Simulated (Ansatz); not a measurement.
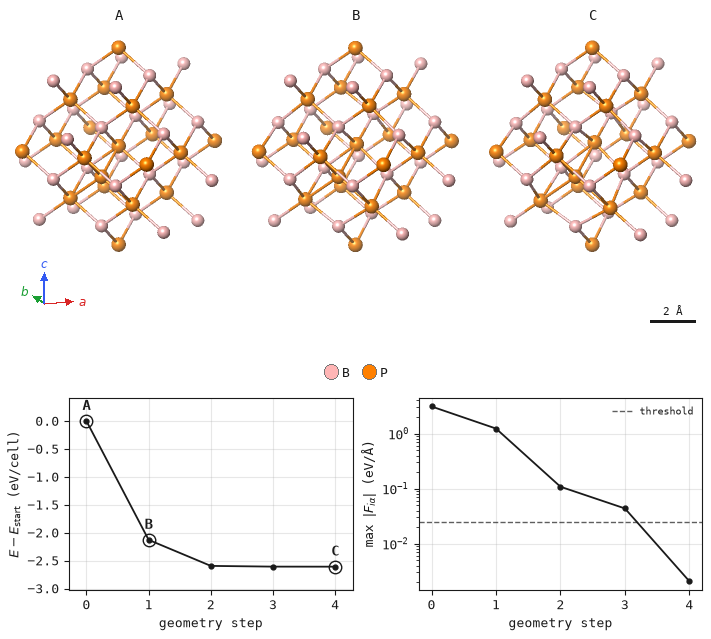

Frames of a relaxation of a defect cell of composition B16P17, marked on the history of the run. A ball-and-stick model of the atoms within 5.0 Å of the atom that moves most (axes of the conventional cell (2 times the calculation's cell) (origin shifted)), seen slightly off an axis. Lengths and directions refer to the drawn axes.

Case: P interstitial, charge +0, atoms relaxed at the host's cell.

Theory: Ansatz 0.2.0, DFT PBE, scalar-relativistic, plane waves, PAW. (plane-wave cutoff 420 eV; k-point mesh 3 × 3 × 3; occupations gaussian; smearing width 0.01 eV; collinear spin; atoms relaxed in a fixed cell; force threshold 0.025 eV/Å; at most 45 steps)

Describe the path.

Answer. The largest moves, 0.24 Å, are those of P atoms. By element the largest moves are P 0.24 Å, B 0.17 Å. The cell stays as it was. Near-neighbour distances that change, for instance: P–P 1.969 → 2.209 Å, B–P 1.969 → 2.073 Å, B–P 1.969 → 1.903 Å, B–P 1.969 → 1.937 Å. Bond angles that change, for instance: P–B–P 109.5° → 120.9°, B–P–B 109.5° → 103.2°, B–P–B 109.5° → 115.2°. The energy falls by 2.609 eV per cell of the calculation in 4 geometry steps. The largest force component goes from 3.1 to 0.0021 eV/Å. The run took 93 s on 4 threads of Arm Neoverse V1 (shared host), peak memory 1.1 GiB. From step 0 to 1: P atoms move most (0.13 Å), energy −2.128 eV per cell of the calculation. From step 1 to 4: P atoms move most (0.11 Å), energy −0.480 eV per cell of the calculation.

| step | E − E(0), meV/atom | largest force component, eV/Å |
| --- | --- | --- |
| 0 | 0.00 | 3.1097 |
| 1 | -64.50 | 1.2353 |
| 2 | -78.63 | 0.1083 |
| 3 | -79.02 | 0.0437 |
| 4 | -79.05 | 0.0021 |

Limits of the set-up: the periodic images lie only 7.9 Å apart, so the values are limited by the cell's size.
